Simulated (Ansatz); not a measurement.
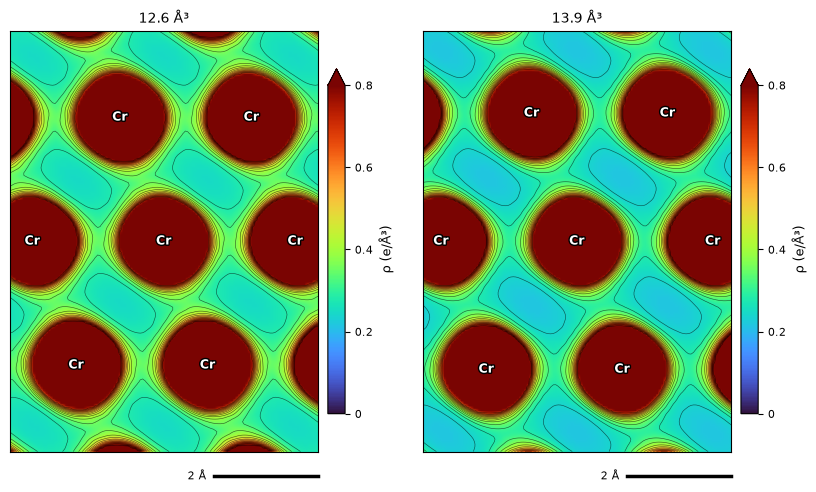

Cr. The valence pseudo-density of cells scaled evenly to different volumes (given per atom above each panel), on the (010) plane of each (indices in the axes of the cell below), at one length scale and on one colour scale.

A structure from a database of computed crystals, not necessarily the ambient phase; the program warned that a starting moment wasn't kept; spin-polarised, but the moments vanished.

The calculation used Ansatz 0.2.0, Kohn-Sham DFT of a periodic cell, r2SCAN, Ansatz PAW.

The largest cell:

```xyz
1
Lattice="-1.5136 1.5136 1.5136 1.5136 -1.5136 1.5136 1.5136 1.5136 -1.5136" Properties=species:S:1:pos:R:3 pbc="T T T"
Cr    0.0000    0.0000    0.0000
```

| volume (Å³/atom) | Cr–Cr contact in the plane (Å) | ρ at its midpoint (e/Å³) | pressure (GPa) | 
| --- | --- | --- | --- |
| 12.56 | 2.536 | 0.346 | −23.3 | 
| 13.35 | 2.588 | ? | ? | 
| 13.87 | 2.622 | 0.296 | −36.6 | 

Q: Estimate the missing row, and compare with the calculation.

A: Over the known rows ln ρ falls by 1.81 per Å of Cr–Cr distance (the line through the two), which gives 0.315 e/Å³ at 2.588 Å; the calculation gives 0.320 e/Å³. For the pressure, a straight line in volume between the neighbouring rows gives −31.3 GPa; the calculation gives −32.3, lower because pressure rises ever faster on compression.
